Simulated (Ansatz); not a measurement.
```cif
data_structure
_symmetry_space_group_name_H-M 'P 1'
_symmetry_Int_Tables_number 1
_cell_length_a 4.4127
_cell_length_b 4.4127
_cell_length_c 4.4170
_cell_angle_alpha 67.880
_cell_angle_beta 67.880
_cell_angle_gamma 67.918
_cell_volume 71.01
loop_
_atom_site_label
_atom_site_type_symbol
_atom_site_fract_x
_atom_site_fract_y
_atom_site_fract_z
_atom_site_occupancy
C1 C 0.91168 0.41693 0.65982 1
C2 C 0.42927 0.91441 0.66558 1
C3 C 0.91816 0.91509 0.17837 1
C4 C 0.41111 0.40768 0.15929 1
C5 C 0.07904 0.57497 0.32784 1
C6 C 0.58317 0.07845 0.33144 1
C7 C 0.07282 0.06581 0.82136 1
C8 C 0.57903 0.57447 0.82678 1
F1 F 0.94281 0.89594 0.69619 1
```

The program warned that a starting moment wasn't kept; spin-polarised, but the moments vanished.

Method: DFT PBE+D3(BJ), scalar-relativistic, plane waves, PAW (Ansatz 0.2.0).

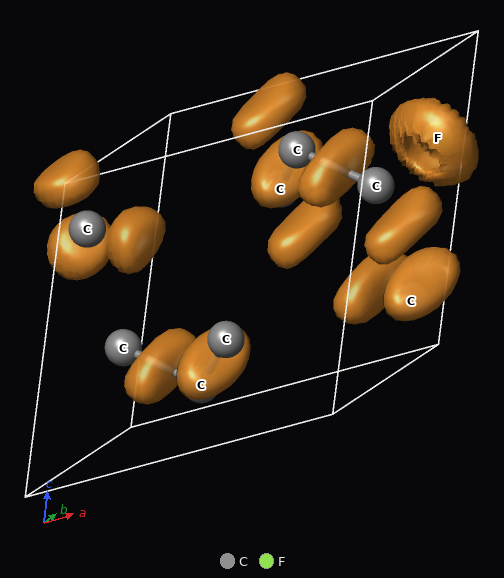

C8F (distorted or defective cell). Isosurface of the ELF at 0.8 (orange), seen slightly off an axis. Core shells and regions of very low density are left out. Sticks mark near contacts.

**Where are the electrons localised?**

The ELF exceeds this value in twelve regions between bonded C–C atoms and one region wrapped around F (its valence shell), counted in one cell of 9 atoms. Regions shared between cells count once. Profiles from the grid: C–C (1.40 Å): the ELF peaks at about 0.95 between the atoms. C–F (1.44 Å): the ELF peaks at about 0.75 between the atoms.
